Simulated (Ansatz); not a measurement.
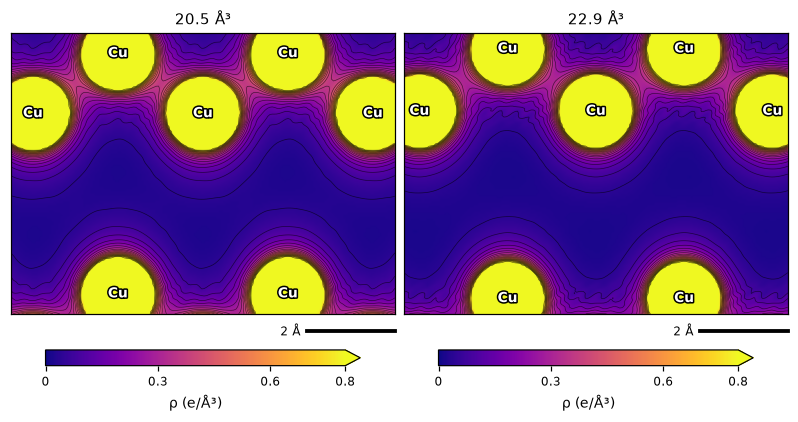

Cu. The valence electron density of cells scaled evenly to different volumes (given per atom above each panel), on the (11̄0) plane of each (indices in the axes of the cell below), at one length scale and on one colour scale.

A generated structure, not necessarily the stable one; computed without spin polarisation.

Level of theory: DFT, BLYP, plane waves (420 eV) with PAW, scalar-relativistic (Ansatz).

In a PAW calculation such maps are meaningful between the atoms, not at the nuclei.

The largest cell:

```
CELL_PARAMETERS angstrom
0.00000 2.84039 2.84039
2.84039 0.00000 2.84039
2.84039 2.84039 0.00000
ATOMIC_POSITIONS crystal
Cu 0.12500 0.12500 0.12500
Cu 0.87500 0.87500 0.87500
```

| volume (Å³/atom) | Cu–Cu contact in the plane (Å) | ρ at its midpoint (e/Å³) | 
| --- | --- | --- |
| 20.46 | 2.369 | 0.363 | 
| 22.10 | 2.430 | ? | 
| 22.92 | 2.460 | 0.307 | 

What values belong in the row with question marks?

Over the known rows ln ρ falls by 1.84 per Å of Cu–Cu distance (the line through the two), which gives 0.324 e/Å³ at 2.430 Å; the calculation gives 0.322 e/Å³.
